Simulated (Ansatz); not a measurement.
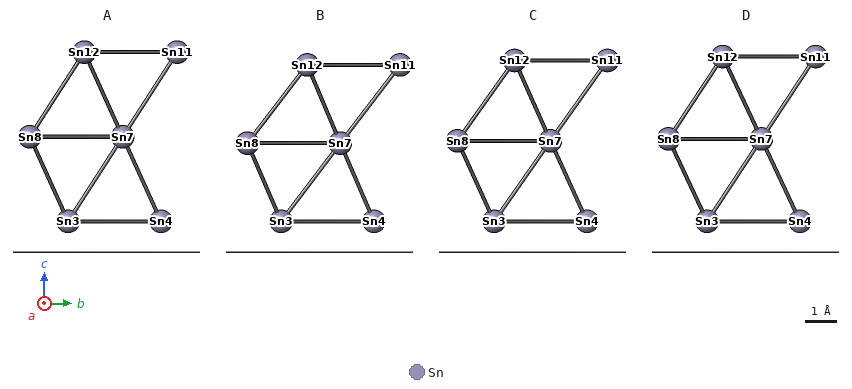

4 geometries from one constrained relaxation of a slab of composition Sn (cut from the I4/mmm phase), in shuffled order. A ball-and-stick model of the cell of the calculation, outlined in the plane, without the vacuum, seen along the a axis.

Case: clean slab, lower planes held. The slab is the (1 0 1) face of Sn. 4 atoms are held fixed.

Method: DFT PBE+D3(BJ), scalar-relativistic, plane waves, PAW (Ansatz). Set-up: plane-wave cutoff 420 eV; k-point mesh 3 × 3 × 1; occupations gaussian; smearing width 0.1 eV; no spin polarisation; dipole correction; atoms relaxed in a fixed cell; force threshold 0.03 eV/Å; at most 70 steps.

Put them in the order of the run, from the start to the converged end.

A, D, C, B. They are steps 0, 1, 2, 5, at +0.204 eV per cell of the calculation, +0.141 eV per cell of the calculation, +53.0 meV per cell of the calculation relative to the last. After 4 accepted moves (5 points after the start) the energy has fallen by 0.204 eV per cell of the calculation. The largest force component goes from 0.14 to 0.011 eV/Å. 1 step only repeated the SCF at the same geometry. The largest moves, 0.52 Å, are those of Sn atoms. The cell stays as it was. Near-neighbour distances that change, for instance: Sn–Sn 3.418 → 3.194 Å, Sn–Sn 3.257 → 3.172 Å.
